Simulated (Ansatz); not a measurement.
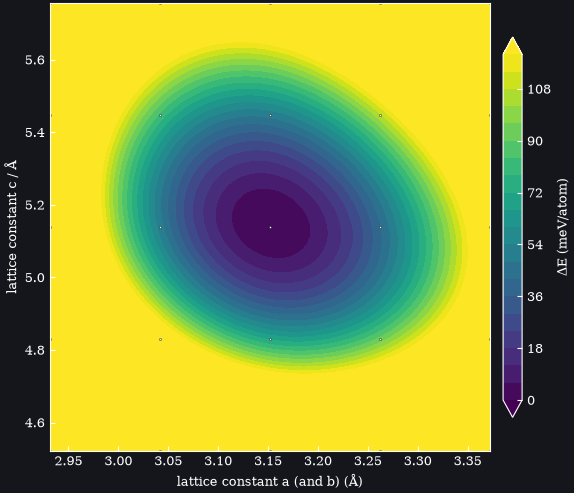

GaN (P6_3mc, No. 186; 4 atoms in the cell). The energy is mapped over the lattice constants a and c of the conventional cell. First axis: lattice constant a (and b). Second axis: lattice constant c. Nothing is relaxed (fractional coordinates fixed). The scan uses a 5 × 5 grid. Points are written as (first, second). Energies are in meV/atom, from the lowest grid point. Computed with DFT LDA, scalar-relativistic, plane waves, PAW (Ansatz). Settings: cutoff 520 eV, k-mesh 12×12×6 in the order of the run's cell vectors, gaussian smearing 0.05 eV, no spin polarisation.

In the figure: filled contours, dots at the grid points, one colour for all values above the top of the scale. Between grid points the surface is interpolated.

Question: Where is the minimum, and how stiff is the well along each coordinate?

Answer: The interpolated minimum is at lattice constant a (and b) ≈ 3.152 Å, lattice constant c ≈ 5.138 Å. The curvatures there are about 30 eV/Å² and 4.9 eV/Å², with a cross term of about 2.2 eV/Å² (per cell of 4 atoms). Round the minimum the valley is somewhat tilted: raising lattice constant a (and b) shifts the best value of lattice constant c downwards (coupling k₁₂/√(k₁₁k₂₂) about 0.2).
